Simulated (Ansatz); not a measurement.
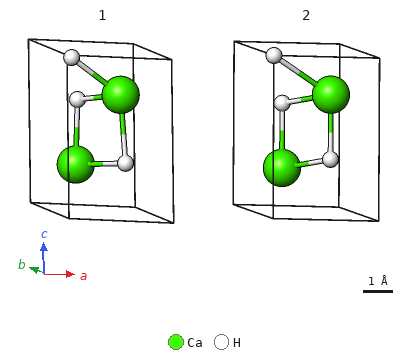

Two geometries of crystalline Ca$_{2}$H$_{3}$ (built on the A-type sesquioxide_164 type) (coarse preliminary run), drawn at one scale. One is the start of a relaxation, the other its converged end. The picture is a ball-and-stick view of the cell of the calculation, seen slightly off an axis.

All numbers below come from DFT PBE, scalar-relativistic, plane waves, PAW in Ansatz 0.2.0. Settings: plane-wave cutoff 420 eV; k-point mesh 6 × 6 × 4; occupations gaussian; smearing width 0.1 eV; no spin polarisation; cell and atoms relaxed; force threshold 0.015 eV/Å; at most 120 steps.

Q: Which of the two is the end point?

A: Structure 2 is the relaxed one. The energy falls by 47.8 meV per atom in 3 accepted moves (4 points after the start). Largest force component: 0.96 eV/Å at the start, 0.006 eV/Å at the end. Pressure: 1.44 GPa at the start and 0.03 GPa at the end. The SCF was repeated once at an unchanged geometry on a basis and grid sized afresh for the cell, which shifted the energy by 0.1 meV per atom at most. An H atom moves most relative to the cell: 0.19 Å along [−3 −1 1]. By element the largest moves are H 0.19 Å, Ca 0.16 Å. The volume changes by +0.2 %, with a 3.743 → 3.781 Å (+1.0 %), b 3.772 → 3.781 Å (+0.3 %), c 5.842 → 5.837 Å (−0.1 %), α 88.0° → 90.0°, β 92.2° → 90.0°, γ 118.9° → 120.0°. Near-neighbour distances that change, for instance: Ca–H 2.362 → 2.653 Å, Ca–H 2.941 → 2.655 Å, Ca–H 2.016 → 2.241 Å, Ca–H 2.845 → 2.655 Å. Among the angles between lasting bonds that change: H–Ca–H 127.1° → 115.2°, Ca–H–Ca 127.1° → 115.2°, Ca–H–Ca 92.3° → 103.0°. The space group (tolerance 0.01 Å) goes from P1 (No. 1) to P-3m1 (No. 164).
